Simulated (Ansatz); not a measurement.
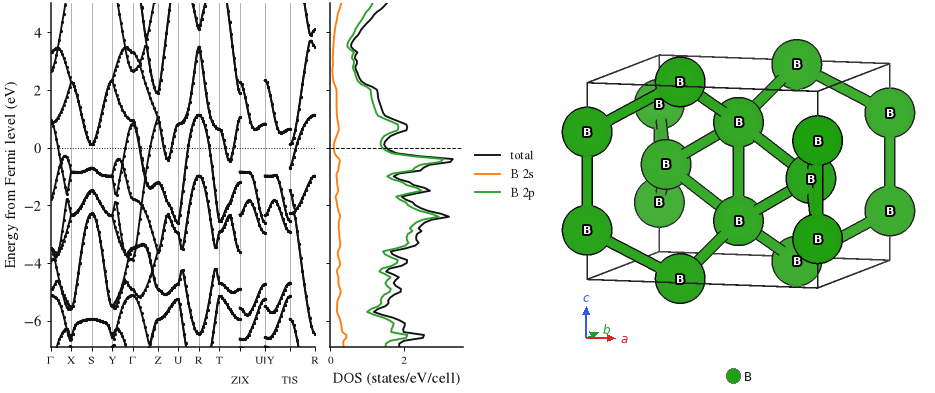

Band structure and density of states, beside the structure. Energies are counted from the Fermi level. The partial curves are projected on Löwdin-orthogonalised atomic shells.

Structure: B, space group Pnnm (No. 58), 8 atoms in the cell.

Ansatz 0.2.0; DFT PBE, scalar-relativistic, plane waves, PAW, no spin polarisation, 10×10×12 k mesh.

Is there a gap at the Fermi level?

Answer. A metal: 4 bands cross the Fermi level along this path.

Which states dominate at the Fermi level?

Answer. By projected weight, the states within 0.3 eV of the Fermi level are B 2p almost alone.

Which levels at U lie nearest to the Fermi level?

Answer. At U the nearest levels lie 2.61 eV below and 0.83 eV above the Fermi level.

The structure is an invented one, so it need not be a known or stable phase.
